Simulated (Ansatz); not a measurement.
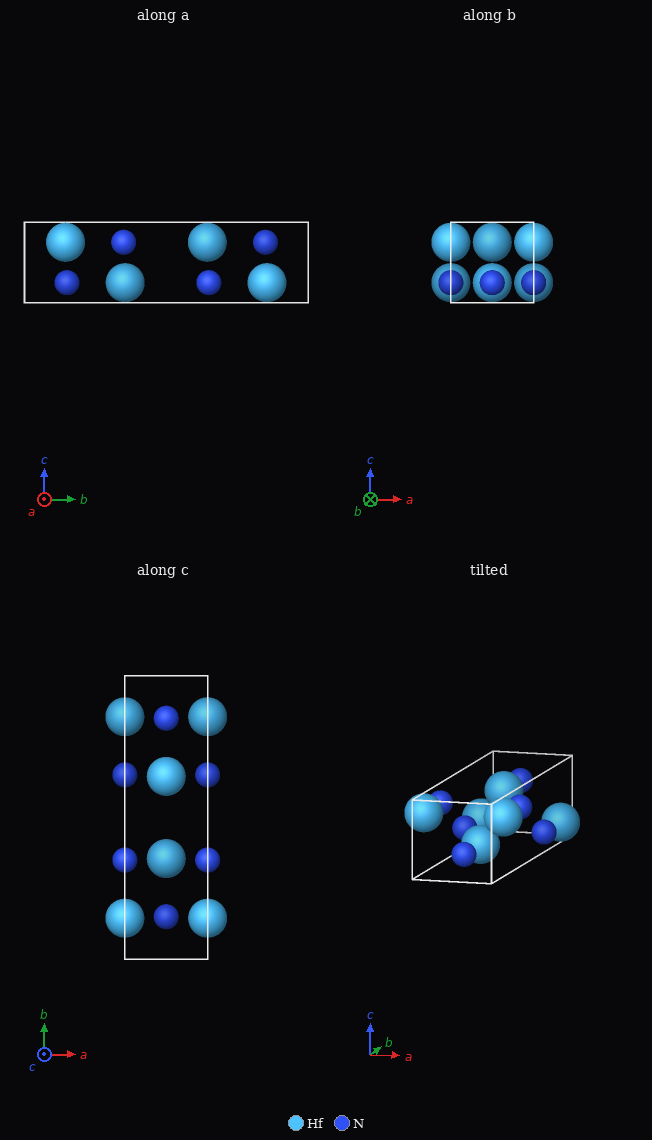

Structure drawing (spheres-only), viewed along the a axis, along the b axis, along the c axis and slightly off an axis. The edges of the conventional unit cell are marked.

Lattice parameters: a = 3.1536 Å, b = 10.8010 Å, c = 3.0788 Å, α = 90.000°, β = 90.000°, γ = 90.000°.

**Transcribe the picture into a CIF in P1 with every atom of the cell, with free fractional coordinates to two decimals.**

```cif
data_structure
_symmetry_space_group_name_H-M 'P 1'
_symmetry_Int_Tables_number 1
_cell_length_a 3.1536
_cell_length_b 10.8010
_cell_length_c 3.0788
_cell_angle_alpha 90.000
_cell_angle_beta 90.000
_cell_angle_gamma 90.000
_cell_volume 104.87
loop_
_atom_site_label
_atom_site_type_symbol
_atom_site_fract_x
_atom_site_fract_y
_atom_site_fract_z
_atom_site_occupancy
Hf1 Hf 0.00 0.14 0.75 1
Hf2 Hf 0.50 0.36 0.25 1
N1 N 0.00 0.35 0.75 1
N2 N 0.50 0.15 0.25 1
Hf3 Hf 0.50 0.64 0.75 1
Hf4 Hf 0.00 0.86 0.25 1
N3 N 0.50 0.85 0.75 1
N4 N 0.00 0.65 0.25 1
```

Starting structure: a structure type filled with these elements by a generator (whether the compound takes this form wasn't checked). Earlier steps of the study may have refined or changed the cell and positions. A calculation with Ansatz used it as input.
